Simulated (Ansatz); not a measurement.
## CdO: a changed input and its effect

System: CdO (2 atoms in the cell).
Method of run 1: Kohn-Sham DFT of a periodic cell, m-r2SCAN, Ansatz PAW, no spin polarisation (Ansatz 0.2.0).

The structure derives from an entry of the Crystallography Open Database. Text and figures count atoms from 1; the logs count them from 0 in places.

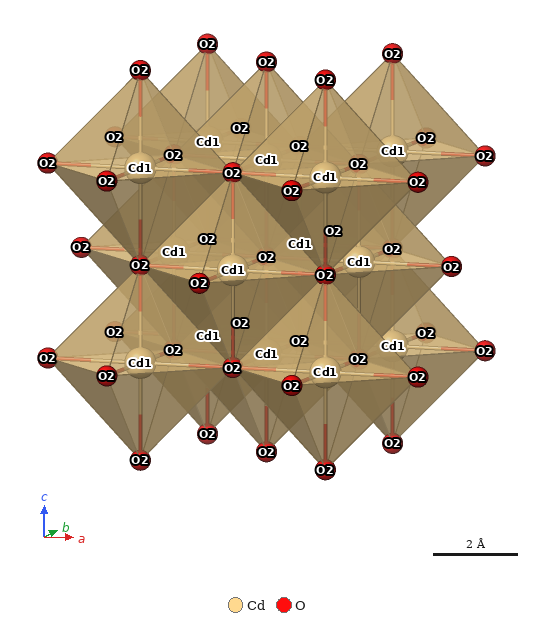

**Figure 1.** The structure (polyhedral view of the cell 4 times as large as that of the calculation, set on its symmetry axes, seen slightly off an axis; polyhedra are completed across the faces of the cell; atoms are numbered from 1 in the order of the input).

**The input, run 1**
```yaml
crystal:
  lattice:
    - [0.0, 2.3495, 2.3495]
    - [2.3495, 0.0, 2.3495]
    - [2.3495, 2.3495, 0.0]
  atoms:
    - { symbol: Cd, position: [0.0, 0.0, 0.0] }
    - { symbol: O, position: [0.5, 0.5, 0.5] }
hamiltonian:
  xc: mr2scan
  pseudopotentials: { kind: paw }
kpoints:
  mp_grid: { grid: [10, 10, 10] }
scf:
  occupations: { method: fermi_dirac, width: 0.05 }
output:
  forces: true
  stress: true
  eigenvalues: true
```

Command:
```bash
ansatz run input.yaml --threads 2 --pin off --max-ram 5120MiB --backend cpu --events-out ev --progress --plain --runs-dir out
```

Hardware: 2 threads of Intel Xeon (Emerald Rapids), 360 GiB of memory available, shared host.

**Output, shortened to warnings, some set-up lines, iterations and results (run 1)**
```
Basis set: ecut = 500 eV, 645 PW (Γ), exchange–correlation on 100×100×100 points (64 copies of the dense FFT grid, shifted against one another)
Symmetry: 48 space group operations
k-points: 47 of 1000
Initial density: superposition of atomic densities (neutral atoms: chi_scale 0, normalization atom), corrected by the library's trained network
[...]
SCF iter   1: F=—  HF=-8836.658593 eV  |F-HF|=—  |Δ(HF+E_count)|=         —  Δρ=1.19e-2  dr2=3.31e-2  dr2_τ=5.59e-2  ethr=1.77e-3  ⟨swp⟩=5.0  Hψ=3551  notcnv=0
SCF iter   2: F=—  HF=-8836.677595 eV  |F-HF|=—  |Δ(HF+E_count)|=   1.90e-2  Δρ=7.68e-3  dr2=6.30e-3  dr2_τ=2.28e-3  ethr=1.27e-4  ⟨swp⟩=2.0  Hψ=1786  notcnv=0
SCF iter   3: F=—  HF=-8836.676994 eV  |F-HF|=—  |Δ(HF+E_count)|=   6.01e-4  Δρ=3.15e-3  dr2=1.62e-3  dr2_τ=2.49e-4  ethr=2.42e-5  ⟨swp⟩=2.0  Hψ=1388  notcnv=0
SCF iter   4: F=—  HF=-8836.676925 eV  |F-HF|=—  |Δ(HF+E_count)|=   6.85e-5  Δρ=1.41e-3  dr2=2.97e-4  dr2_τ=2.94e-5  ethr=6.22e-6  ⟨swp⟩=2.3  Hψ=1104  notcnv=0
SCF iter   5: F=—  HF=-8836.676907 eV  |F-HF|=—  |Δ(HF+E_count)|=   1.80e-5  Δρ=3.30e-4  dr2=1.40e-5  dr2_τ=3.14e-6  ethr=1.14e-6  ⟨swp⟩=2.2  Hψ=1421  notcnv=0
SCF iter   6: F=—  HF=-8836.676909 eV  |F-HF|=—  |Δ(HF+E_count)|=   1.58e-6  Δρ=7.58e-5  dr2=1.12e-6  dr2_τ=9.44e-8  ethr=5.38e-8  ⟨swp⟩=2.9  Hψ=1389  notcnv=0
SCF iter   7: F=—  HF=-8836.676909 eV  |F-HF|=—  |Δ(HF+E_count)|=   2.42e-9  Δρ=1.99e-5  dr2=1.02e-7  dr2_τ=4.06e-9  ethr=4.33e-9  ⟨swp⟩=2.2  Hψ=1404  notcnv=0
SCF iter   8: F=-8836.676909 eV  HF=-8836.676909 eV  |F-HF|=8.93e-10  |Δ(HF+E_count)|=   1.70e-8  Δρ=2.19e-6  dr2=1.25e-9  dr2_τ=3.71e-11  ethr=3.85e-10  ⟨swp⟩=4.2  Hψ=2409  …
SCF 1 converged in 8 iterations: F = -8836.676909 eV  dr2 = 1.25e-9
SCF converged after 8 iterations
Free energy (F): -8836.676909 eV
Harris-Foulkes:  -8836.676909 eV  (|F-HF|=8.93e-10)
Internal energy: -8836.676415 eV  (E = F + TS)
E sigma→0 (E₀):  -8836.676662 eV
Entropy (-TS):   -0.000494 eV (-0.247 meV/atom)
Fermi energy:    12.537441 eV
--- Per-component energies (eV) ---
  E_band       = -380.827952
  E_kinetic    = 681.845903
  E_local      = -3039.628292  (includes V_loc(G=0)·N_el)
  E_nonlocal   = 84.492285
  E_hartree    = 1410.573608
  E_xc         = -241.719702
  E_vxc        = -350.995743  (∫ρ·V_xc dr)
  E_paw        = -4268.044503  (= ΣΔE_a)
  E_vpaw       = -601.399759  (= ΣTr[D̂ρ^β])
  E_aug_tail   = 0.001070  (compensation charges beyond the density's cutoff)
  E_vtau       = 23.710262  (kinetic-family band-sum trace: ∫τ·v_τ [+ j·A + Jᵃ·Aᵃ] dr)
  E_ewald      = -3463.600073
  E_core_change = -0.596712  (= ΣΔE_core)
  E_smearing   = -0.000494  (= −TS)
  E_closure    = -0.000000  (closes the sum)
  Σ components = -8836.676909   (vs F -8836.676909, Δ=0.00e0)
--- Forces (eV/Å), atoms counted from 1 ---
  atom   1  Cd    -0.00000000     0.00000000    -0.00000000
  atom   2  O      0.00000000    -0.00000000    -0.00000000
  max |Σ_I F_I| component: 1.10e-29 eV/Å
--- Stress (GPa, compression-positive) ---
        0.679032      -0.000000      -0.000000
       -0.000000       0.679032      -0.000000
       -0.000000      -0.000000       0.679032
  P = ⅓ Tr σ = 0.6790 GPa (6.790 kbar)
```

The input of run 2 differs as follows (lines with − go, lines with + come):
```diff
-  xc: mr2scan
-  pseudopotentials: { kind: paw }
+  xc: pbe
+  pseudopotentials: { kind: paw, core: small }
```

Predict how the results change.

The total energies belong to different models, so their difference says nothing on which is more stable or more accurate. The pressure goes from 0.68 to 6.09 GPa. The functional changes from mr2scan to PBE. The SCF takes 6 iterations against 8. The default cutoff goes from 500 to 420 eV with the change. The plane waves at Γ go from 645 to 531.

**Output, shortened to warnings, some set-up lines, iterations and results (run 2)**
```
Warning: of Cd the run reads no dataset of the core that `hamiltonian.pseudopotentials.core` asks for: this build lists none beside the file that it uses, or the input names that file
Basis set: ecut = 420 eV, 531 PW (Γ), exchange–correlation on 48×48×48 points (8 copies of the dense FFT grid, shifted against one another)
Symmetry: 48 space group operations
k-points: 47 of 1000
Initial density: superposition of atomic densities (neutral atoms: chi_scale 0, normalization atom), corrected by the library's trained network
[...]
SCF iter   1: F=—  HF=-8821.419760 eV  |F-HF|=—  |Δ(HF+E_count)|=         —  Δρ=1.08e-3  dr2=1.64e-4  ethr=1.77e-3  ⟨swp⟩=5.3  Hψ=3574  notcnv=0
SCF iter   2: F=—  HF=-8821.420125 eV  |F-HF|=—  |Δ(HF+E_count)|=   3.64e-4  Δρ=3.66e-4  dr2=1.02e-5  ethr=6.30e-7  ⟨swp⟩=2.7  Hψ=1771  notcnv=0
SCF iter   3: F=—  HF=-8821.420173 eV  |F-HF|=—  |Δ(HF+E_count)|=   4.87e-5  Δρ=1.73e-4  dr2=2.09e-6  ethr=3.91e-8  ⟨swp⟩=2.0  Hψ=1258  notcnv=0
SCF iter   4: F=-8821.420183 eV  HF=-8821.420183 eV  |F-HF|=5.24e-8  |Δ(HF+E_count)|=   9.46e-6  Δρ=1.79e-5  dr2=3.86e-8  ethr=8.02e-9  ⟨swp⟩=2.0  Hψ=1223  notcnv=0
SCF iter   5: F=-8821.420183 eV  HF=-8821.420183 eV  |F-HF|=1.38e-9  |Δ(HF+E_count)|=   6.70e-8  Δρ=2.54e-6  dr2=6.49e-10  ethr=1.48e-10  ⟨swp⟩=2.0  Hψ=1223  notcnv=0
SCF iter   6: F=-8821.420183 eV  HF=-8821.420183 eV  |F-HF|=1.46e-11  |Δ(HF+E_count)|=   1.35e-9  Δρ=3.43e-7  dr2=2.60e-11  ethr=2.50e-12  ⟨swp⟩=1.0  Hψ=2141  notcnv=0
SCF 1 converged in 6 iterations: F = -8821.420183 eV  dr2 = 2.60e-11
SCF converged after 6 iterations
Free energy (F): -8821.420183 eV
Harris-Foulkes:  -8821.420183 eV  (|F-HF|=1.46e-11)
Internal energy: -8821.419648 eV  (E = F + TS)
E sigma→0 (E₀):  -8821.419915 eV
Entropy (-TS):   -0.000535 eV (-0.268 meV/atom)
Fermi energy:    12.859604 eV
--- Per-component energies (eV) ---
  E_band       = -351.856184
  E_kinetic    = 680.119269
  E_local      = -3035.266919  (includes V_loc(G=0)·N_el)
  E_nonlocal   = 83.883661
  E_hartree    = 1406.933468
  E_xc         = -250.364388
  E_vxc        = -315.644278  (∫ρ·V_xc dr)
  E_paw        = -4243.127052  (= ΣΔE_a)
  E_vpaw       = -578.817079  (= ΣTr[D̂ρ^β])
  E_aug_tail   = 0.002387  (compensation charges beyond the density's cutoff)
  E_ewald      = -3463.600073
  E_smearing   = -0.000535  (= −TS)
  E_closure    = -0.000000  (closes the sum)
  Σ components = -8821.420183   (vs F -8821.420183, Δ=0.00e0)
--- Forces (eV/Å), atoms counted from 1 ---
  atom   1  Cd    -0.00000000     0.00000000    -0.00000000
  atom   2  O      0.00000000    -0.00000000    -0.00000000
  max |Σ_I F_I| component: 2.43e-29 eV/Å
--- Stress (GPa, compression-positive) ---
        6.085876       0.000000      -0.000000
        0.000000       6.085876       0.000000
       -0.000000       0.000000       6.085876
  P = ⅓ Tr σ = 6.0859 GPa (60.859 kbar)
```

**The two runs side by side**

```tsv
quantity	run 1	run 2
outcome	converged	converged
free energy per atom (eV)	−4418.3385	−4410.7101
gap on the mesh (eV)	0.00	0.00
pressure (GPa)	0.68	6.09
largest force (eV/Å)	0.000	0.000
SCF iterations	8	6
irreducible k-points	47	47
plane waves at Γ	645	531
wall time (shared host)	1.5 s	0.6 s
```

For run 2: The cell is under a pressure of 6.1 GPa at this level, so it is not at its equilibrium volume.
